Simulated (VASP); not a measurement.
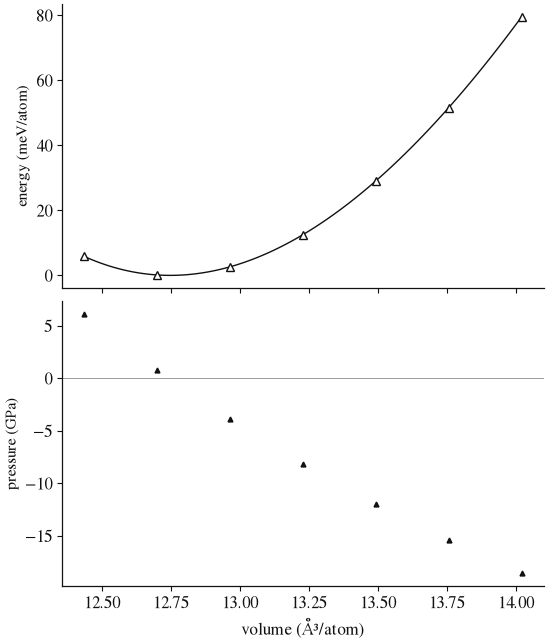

**Figure.** Energy and pressure against volume for ZrC, space group Fm-3m (No. 225).

A third-order Birch–Murnaghan fit gives V0 = 12.75 Å³/atom, B0 = 235 GPa and B′ = 4.1. The energy is 5.92 meV/atom at volume 12.43 Å³/atom and 79.50 meV/atom at 14.02 Å³/atom; the lowest computed point is at volume 12.70 Å³/atom (0.14 meV/atom). The pressure falls from 6.07 GPa at volume 12.43 Å³/atom to −18.55 GPa at 14.02 Å³/atom, and changes sign near 12.74 Å³/atom.

Calculation (VASP 6.6.1): plane-wave DFT, no spin polarisation; energies at scaled volumes of the given cell, shape and fractions fixed, counted from the fit's minimum, third-order Birch-Murnaghan fit. Level: PBEsol.

```json
{"setting": "k mesh", "value": "10×10×10"}
{"setting": "occupations", "value": "Fermi–Dirac"}
{"setting": "smearing width", "value": "0.05 eV"}
{"setting": "potentials", "value": "VASP PAW PBE potentials, recommended"}
{"setting": "wave cutoff", "value": "520 eV"}
```

Structure:
```
CELL_PARAMETERS angstrom
0.00000 2.36500 2.36500
2.36500 0.00000 2.36500
2.36500 2.36500 0.00000
ATOMIC_POSITIONS crystal
Zr 0.50000 0.50000 0.50000
C 0.00000 0.00000 0.00000
```
